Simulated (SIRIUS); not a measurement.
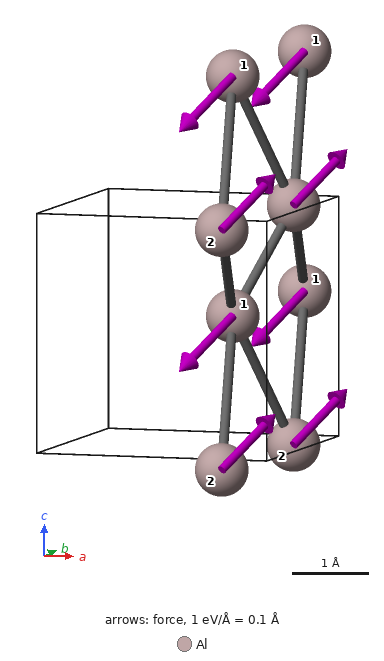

Starting geometry of solid Al (set up in P-1) (coarse preliminary run) with the computed forces as purple arrows. The picture is a ball-and-stick view of the cell of the calculation, seen slightly off an axis.

The run lets cell and atoms move.

Level of theory: Kohn-Sham DFT of a periodic cell, PBE, dojo-sr-PBE-0.4.1-standard in SIRIUS. (plane-wave cutoff 557.3 eV; k-point mesh 4 × 4 × 4; occupations fermi-dirac; smearing width 0.05 eV; target pressure 20 GPa; optimiser BFGS; no spin polarisation)

What follows when this structure is relaxed?

It isn't relaxed: the largest force vector, on Al atoms, is 11.91 eV/Å. The final displacements follow the starting forces only in part (cosine between the two patterns 0.79). Over 15 geometry steps the energy falls by 2068 meV per atom. With the target pressure of 20 GPa, the enthalpy E + pV changes by −2303 meV per atom. The largest force component goes from 8.6 to 0.0023 eV/Å. Pressure: 50.25 GPa at the start and 19.98 GPa at the end. The largest moves relative to the cell, 0.51 Å, are those of Al1 and Al2. Al1 goes roughly along [−3 −1 −1]. The volume changes by −11.7 %, with a 3.182 → 2.535 Å (−20.3 %), b 3.182 → 3.188 Å (+0.2 %), c 3.182 → 3.523 Å (+10.7 %), β 90.0° → 88.6°. Some distances before and after: Al1–Al2 3.830 → 2.713 Å, Al1–Al2 (another image) 3.636 → 2.672 Å, Al1–Al2 (another image) 1.862 → 2.713 Å, Al1–Al2 (another image) 3.468 → 2.713 Å. New bonds form, among them: Al1–Al2 (3.25 → 2.67 Å), Al1–Al2 (3.47 → 2.71 Å), Al1–Al2 (3.64 → 2.67 Å), Al1–Al2 (3.83 → 2.71 Å). Bond angles that change, for instance: Al2–Al1–Al2 154.4° → 123.9°, Al2–Al1–Al2 147.4° → 123.8°, Al2–Al1–Al2 93.4° → 72.0°. The space group (tolerance 0.01 Å) goes from P-1 (No. 2) to C2/m (No. 12). Cost: 2 min on 1 thread of Arm Neoverse V1, with other jobs on the host, peak memory 0.2 GiB.

Limits of the set-up: the k-point mesh is coarse for a cell with partly filled bands.
